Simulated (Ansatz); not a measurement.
SiNi$_{3}$ (slab)

Input file:

```
crystal:
  lattice:
    - [4.894940614, 0.0, 0.0]
    - [-2.447470307, 4.2391429218, 0.0]
    - [0.0, 0.0, 22.9950534128]
  atoms:
    - { symbol: Si, position: [0.6666666667, 0.3333333333, 0.3696447165] }
    - { symbol: Ni, position: [0.1666666667, 0.8333333333, 0.3696447165] }
    - { symbol: Ni, position: [0.1666666667, 0.3333333333, 0.3696447165] }
    - { symbol: Ni, position: [0.6666666667, 0.8333333333, 0.3696447165] }
    - { symbol: Si, position: [0.3333333333, 0.6666666667, 0.4565482388] }
    - { symbol: Ni, position: [0.8333333333, 0.1666666667, 0.4565482388] }
    - { symbol: Ni, position: [0.8333333333, 0.6666666667, 0.4565482388] }
    - { symbol: Ni, position: [0.3333333333, 0.1666666667, 0.4565482388] }
    - { symbol: Si, position: [0.0, 0.0, 0.5434517612] }
    - { symbol: Ni, position: [0.5, 0.5, 0.5434517612] }
    - { symbol: Ni, position: [0.5, 0.0, 0.5434517612] }
    - { symbol: Ni, position: [0.0, 0.5, 0.5434517612] }
    - { symbol: Si, position: [0.6666666667, 0.3333333333, 0.6303552835] }
    - { symbol: Ni, position: [0.1666666667, 0.8333333333, 0.6303552835] }
    - { symbol: Ni, position: [0.1666666667, 0.3333333333, 0.6303552835] }
    - { symbol: Ni, position: [0.6666666667, 0.8333333333, 0.6303552835] }
basis:
  ecutwfc: 420
kpoints:
  mp_grid: { grid: [6, 6, 1] }
hamiltonian:
  xc: pbesol
scf:
  occupations: { method: gaussian, width: 0.1 }
output:
  forces: true
  eigenvalues: true
  write_density: true
  write_potential: true
  elf: true
  volumetric_format: npy
relax:
  adjacent_minimum: "off"
  f_tol: 0.03
  max_steps: 70
  constraints: [{ sites: [0, 1, 2, 3, 4, 5, 6, 7] }]
efield:
  axis: 3
  dipole_correction: true
  ramp_width: 0.04
```

Launched as:

```sh
ansatz run input.yaml --threads 4 --pin off --max-ram 10240MiB --backend cpu --events-out ev --progress --plain --runs-dir out
```

The fields are those of the run's last geometry, not of the input's.

Computed without spin polarisation.

Theory: DFT PBEsol, scalar-relativistic, plane waves, PAW in Ansatz.

In a PAW calculation such maps are meaningful between the atoms, not at the nuclei.

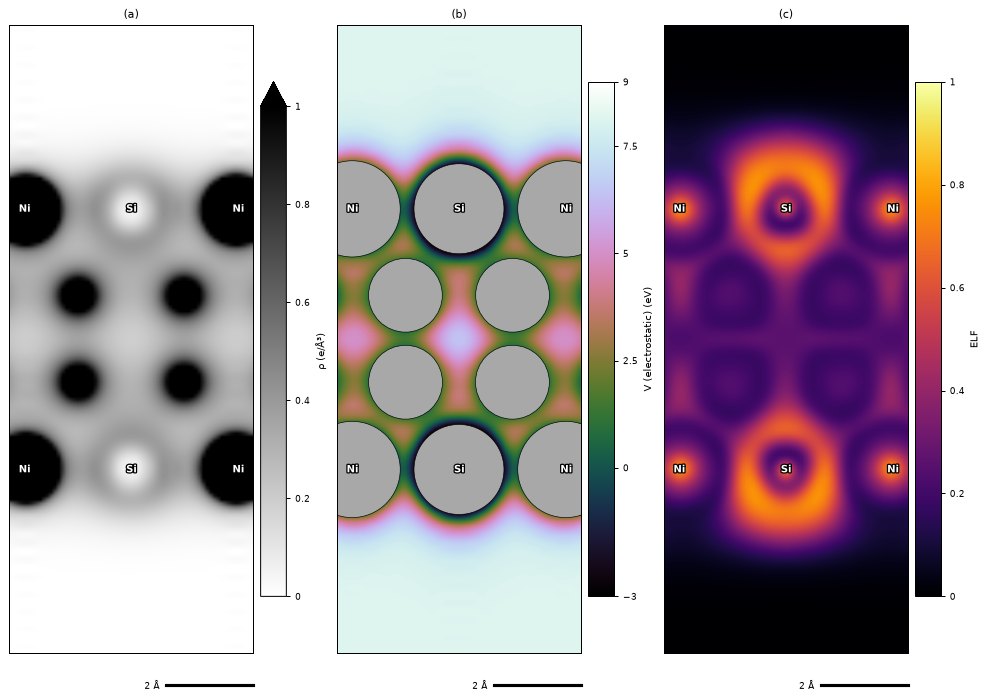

Figure 1. (a) valence charge density (pseudo); (b) electrostatic potential (local pseudopotential plus Hartree) felt by an electron; (c) ELF on the (100) plane of the calculation cell, a cut from vacuum to vacuum. Grey discs cover the atomic cores in the potential map.

**What does the map show?**

The section cuts through Si and Ni sites.
Atoms just off the plane (Ni, 0.7 Å away) can leave unmarked features too.
Si–Ni (2.45 Å): the density is about 0.39 e/Å³ at the midpoint; the ELF peaks at about 0.70 in the valence shell of Si, 0.9 Å from its nucleus, and is about 0.45 at the midpoint.
The density dies away to nearly zero in the vacuum.
The features right at Ni lie inside the PAW spheres, where the map follows smoothed inner orbitals and isn't to be read closely.
Outside the cores the potential energy rises away from the atoms and is highest in the vacuum; its zero is arbitrary.

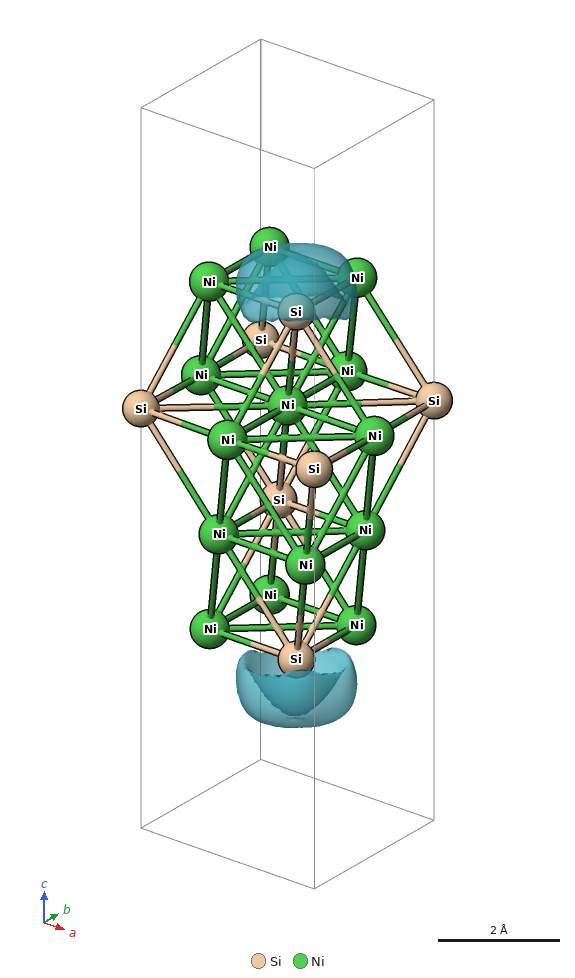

Figure 2. Isosurface of the ELF at 0.7 (cyan), seen at an oblique angle. Only the valence region is drawn (cores and ρ < 0.01 e/Å³ removed). Sticks mark near contacts.

**Identify the bonds, lone pairs and shells in this picture.**

The ELF exceeds this value in two regions wrapped around Si (the valence shell of each), counted in one cell of 16 atoms. Counts are for one cell; the picture repeats the cell along the surface. Along the contacts the grid gives the following. Si–Ni (2.41 Å): the ELF peaks at about 0.65 in the valence shell of Si, 0.9 Å from its nucleus, and is about 0.40 at the midpoint. Ni–Ni (2.42 Å): the ELF is about 0.25 at the midpoint; no shared electron pair shows on this line.

**Does the calculation make it a metal, or give it a gap?**

It is gapless in this calculation (a metal or semimetal).
